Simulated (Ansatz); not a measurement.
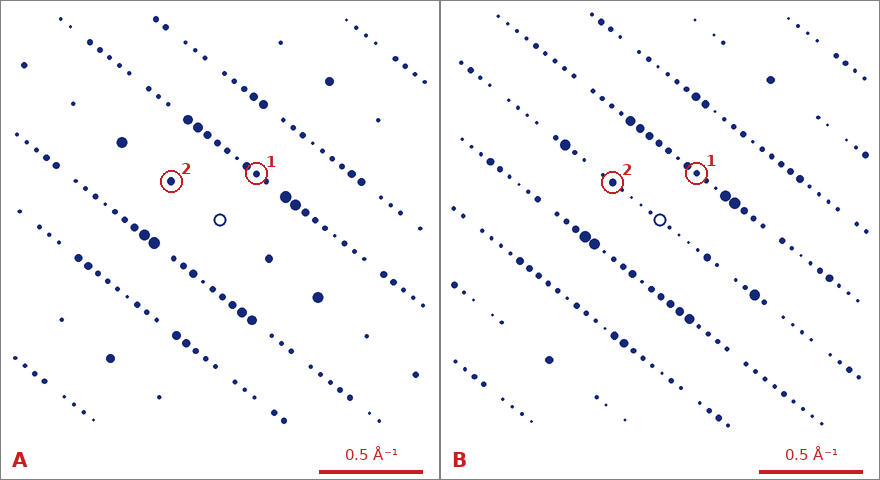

Kinematic electron diffraction patterns (300 kV, B = 0.5 Å², same scale) along [100] of the run's own cell, for the start and the end of one relaxation of NaCl with Ansatz, DFT PBE, scalar-relativistic, plane waves, PAW. k mesh 9×9×3. The start is a generated model structure, and the relaxation ends in the nearest stationary point of its symmetry, not necessarily the ground state. Spot 1 is 0 -1 0 and spot 2 is 0 0 -5 in both.

Start structure:

```
Na Cl
1.0
     4.02673    0.00000    0.00000
    -2.01337    3.48725    0.00000
     0.00000    0.00000   16.43909
Na Cl
5 5
Direct
  0.00000 0.00000 0.00000
  0.33333 0.66667 0.20000
  0.66667 0.33333 0.40000
  0.00000 0.00000 0.60000
  0.66667 0.33333 0.80000
  0.66667 0.33333 0.10000
  0.00000 0.00000 0.30000
  0.33333 0.66667 0.50000
  0.33333 0.66667 0.70000
  0.33333 0.66667 0.90000
```

### Which pattern belongs to the start structure, and which to the relaxed one?

A is the start: its cell gives d(1) = 3.487 Å, d(2) = 3.288 Å and an angle of 90.0°. B is the relaxed structure, with d(1) = 3.449 Å (-1.1 %), d(2) = 3.400 Å (+3.4 %) and 90.0°.

### Name reflections whose intensity changes strongly on relaxation.

0 0 11, 0 0 9, 0 1 8 come into sight; 0 1 -14 goes from 8.8 to 19 % of the strongest spot; 0 1 -13 goes from 13 to 6.6 % of the strongest spot.

### Summarise the relaxation behind the change.

The volume changed by +1.2 % to 23.35 Å³ an atom; with the mean shift removed, the atoms moved by up to 0.13 Å relative to the cell (Cl most); the space group stayed P-3m1 (No. 164); the free energy fell by 9.5 meV an atom. Relaxed cell: a = 3.983 Å, b = 3.983 Å, c = 16.998 Å, α = 90.00°, β = 90.00°, γ = 120.00°.
